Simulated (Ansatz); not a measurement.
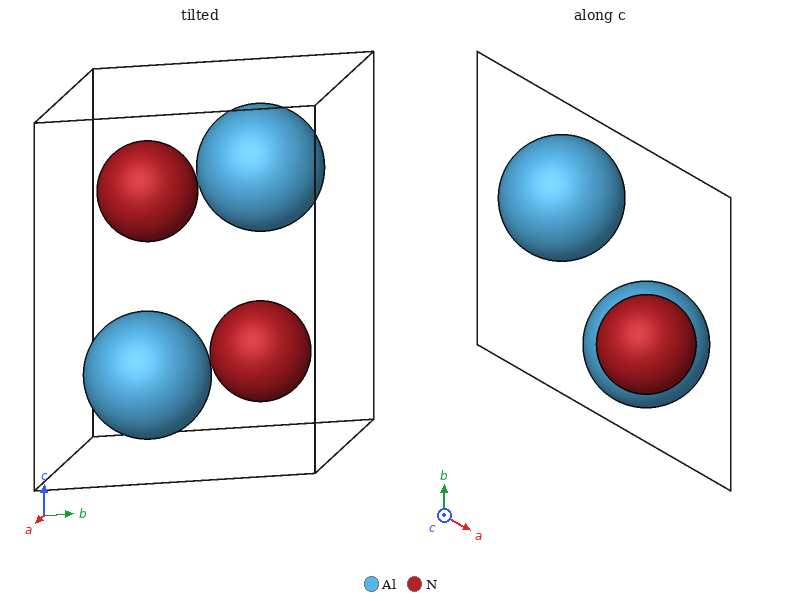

View slightly off an axis and along the c axis, drawn as a spheres-only model. The wireframe shows the conventional unit cell.

AlN, space group P6_3/mmc (No. 194), a = 3.26 Å, b = 3.26 Å, c = 4.12 Å, α = 90.00°, β = 90.00°, γ = 120.00°.

Level of theory and settings: DFT LDA, scalar-relativistic, plane waves, PAW in Ansatz 0.2.0, plane waves up to 420 eV, k-points on a 9×9×6 grid, Gaussian smearing of 0.05 eV, no spin polarisation.

How large a gap does the method give, if there is one?

Answer. An insulator at this level, with a gap of 3.61 eV on the k-mesh (the true edges may lie between mesh points, so the gap can be somewhat smaller).

How far is the cell from zero pressure?

Answer. The computed pressure is 0.8 GPa (compressed: it would expand). The stress isn't hydrostatic: its largest component is 1.6 GPa.

Its origin is a structure listed in the Materials Project. The cell was then strained or its atoms displaced on purpose. Ansatz was used for an electronic-structure calculation on it.
